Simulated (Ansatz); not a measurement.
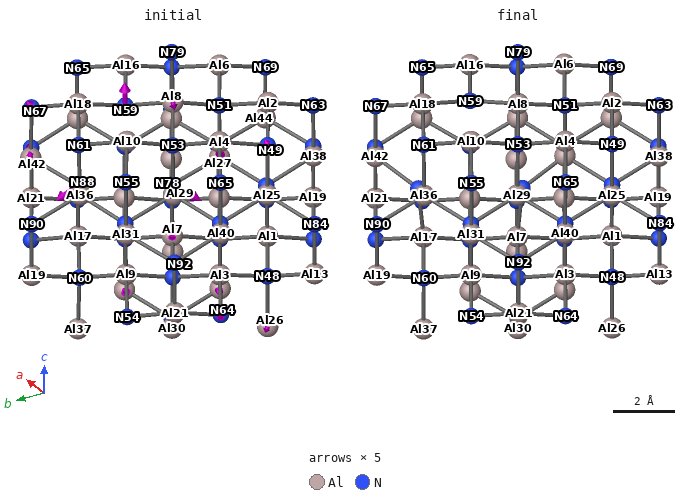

The structure of a defect cell of composition Al47N48 before (left) and after (right) a relaxation, at one scale. The purple arrows give the displacements, magnified 5 times.

Style: ball-and-stick. Shown: the atoms within 5.8 Å of the atom that moves most (axes of the cell of the calculation (origin shifted)), from a free direction.

The calculation used Ansatz, DFT, PBEsol, PAW, plane waves. Set-up: plane-wave cutoff 420 eV; k-point mesh 1 × 1 × 1; mesh shifted by (0.25, 0.25, 0.25); collinear spin; atoms relaxed in a fixed cell; force threshold 0.03 eV/Å; at most 80 steps.

### Summarise the run.

After 3 geometry steps the energy has fallen by 1.756 eV per cell of the calculation. Largest force component: 1.6 eV/Å at the start, 0.016 eV/Å at the end. The atom that moves furthest is an N atom (0.23 Å along [−3 −2 −1]). By element the largest moves are N 0.23 Å, Al 0.08 Å. The cell stays as it was. Some distances before and after: Al–N 1.968 → 1.890 Å, Al–N 1.929 → 1.860 Å, Al–N 1.946 → 1.884 Å, Al–N 1.841 → 1.892 Å. Bond angles that change, for instance: Al–N–Al 108.1° → 117.0°, N–Al–N 112.7° → 103.9°, N–Al–N 112.0° → 103.8°.
